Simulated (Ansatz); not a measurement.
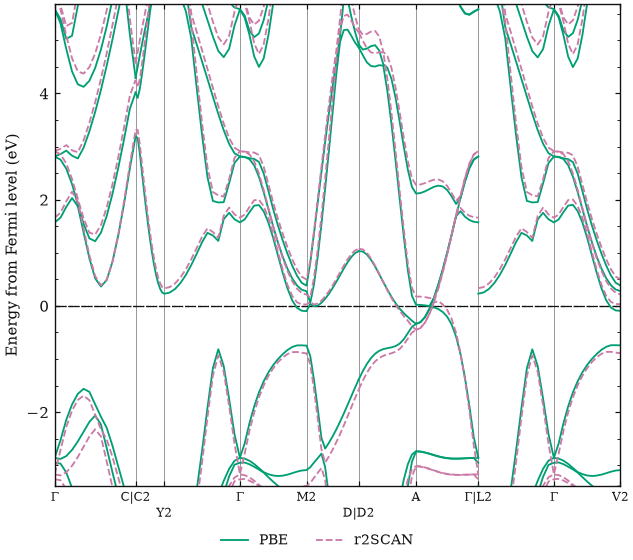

Band structures of P, space group C2/m, 2 atoms in the cell, by two methods on the same cell. Each is counted from its own Fermi level.

Question: How do the methods compare?

Answer: Both give a metal. The 4 bands that come within 1 eV of the Fermi level differ by 0.16 eV on average and by 0.44 eV at most (at Y2).

Settings. PBE: DFT PBE, scalar-relativistic, plane waves, PAW, no spin polarisation, 20×20×18 k mesh, 420 eV cutoff, Gaussian smearing of 0.1 eV (Ansatz 0.2.0). r2SCAN: DFT r2SCAN, scalar-relativistic, plane waves, PAW, no spin polarisation, 20×20×18 k mesh, 500 eV cutoff (Ansatz).

The structure is an invented one, so it need not be a known or stable phase.
